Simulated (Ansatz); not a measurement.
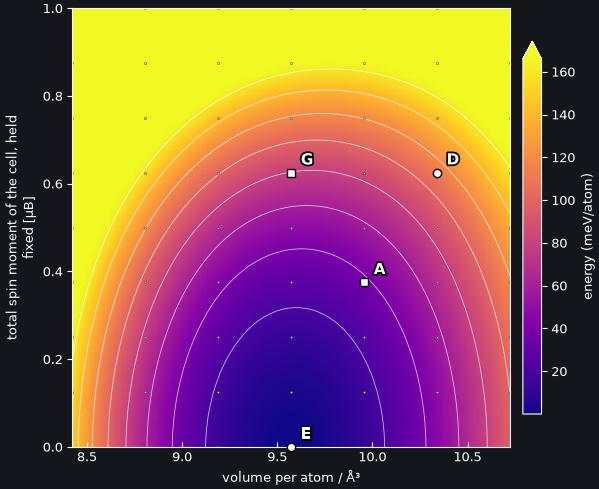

TiN (Fm-3m, No. 225; 2 atoms in the cell). The energy is mapped over volume and a fixed ferromagnetic moment. First axis: volume per atom. Second axis: total spin moment of the cell, held fixed. Nothing is relaxed (shape and fractional coordinates fixed). The grid has 7 × 9 points. Points are written as (first, second). Energies are in meV/atom, from the lowest grid point. The moment is held fixed and parallel; antiferromagnetic orders weren't tried. The calculation used DFT PBE, scalar-relativistic, plane waves, PAW (Ansatz 0.2.0). Settings: cutoff 520 eV, k-mesh 20×20×20, gaussian smearing 0.15 eV.

Drawn: a smooth colour map with a few white contour lines, dots at the grid points, one colour for all values above the top of the scale, lettered points. Between grid points the surface is interpolated.

**Is D the lowest point of the computed grid?**

No. D lies 112 meV/atom above the lowest grid point, which is at (9.57 Å³, 0.000 μB).

**What kind of point is each of A, D, G: minimum, saddle, maximum or slope?**

A: on a slope; D: on a slope; G: on a slope. (In these two coordinates alone; a stationary point may lie a little off the grid point.)

**Rank the lettered points by energy, lowest first.**

E (0 meV/atom), A (38 meV/atom), G (79 meV/atom), D (112 meV/atom).

PAW datasets: the set soft_1.
